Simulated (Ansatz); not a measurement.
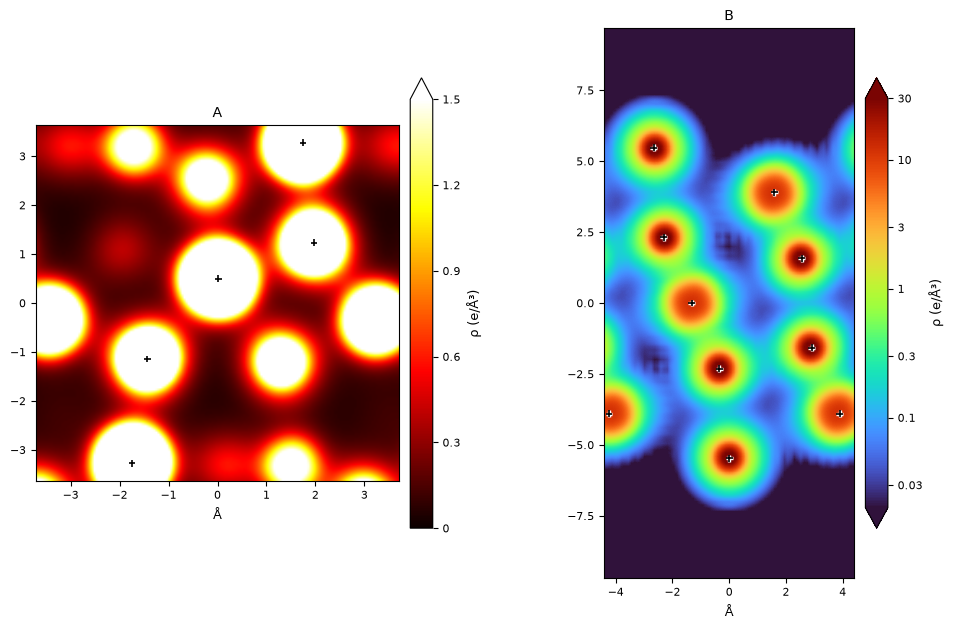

The valence pseudo-density of 2 systems, each on a plane through atoms (crosses mark nuclei in the plane).

All numbers below come from Ansatz 0.2.0, DFT PBEsol, scalar-relativistic, plane waves, PAW.

System 1: Pt$_{5}$Se$_{12}$ (slab), the (100) plane of the calculation cell, a cut from vacuum to vacuum. Not relaxed (largest force 1.0 eV/Å).

```xyz
17
Lattice="3.7607 0.0000 0.0000 0.0000 8.1290 0.0000 0.0000 0.0000 25.9582" Properties=species:S:1:pos:R:3 pbc="T T T"
Se    1.8804    1.6283    7.5001
Se    0.0000    3.8910    8.7157
Pt    1.8804    5.5193    9.0823
Se    0.0000    7.1477    9.4485
Se    1.8804    1.2812   10.6641
Pt    0.0000    2.9095   11.0307
Se    1.8804    4.5379   11.3969
Se    0.0000    6.8005   12.6128
Pt    1.8804    0.2998   12.9791
Se    0.0000    1.9282   13.3454
Se    1.8804    4.1908   14.5612
Pt    0.0000    5.8191   14.9275
Se    1.8804    7.4475   15.2940
Se    0.0000    1.5810   16.5097
Pt    1.8804    3.2093   16.8759
Se    0.0000    4.8377   17.2425
Se    1.8804    7.1003   18.4581
```

System 2: Zr$_{9}$O$_{16}$ (cell charge +1, with a compensating background) (cell with a defect), the (010) plane of the calculation cell. Spin-polarised.

Match each panel to its system.

Answer. Panel A is system 2, Zr$_{9}$O$_{16}$: the plane holds Zr and O. Zr–O (2.09 Å): the density is about 0.7 e/Å³ at the midpoint. Panel B is system 1, Pt$_{5}$Se$_{12}$: the plane holds Se and Pt. Pt–Se (2.51 Å): the density is about 0.57 e/Å³ at the midpoint.
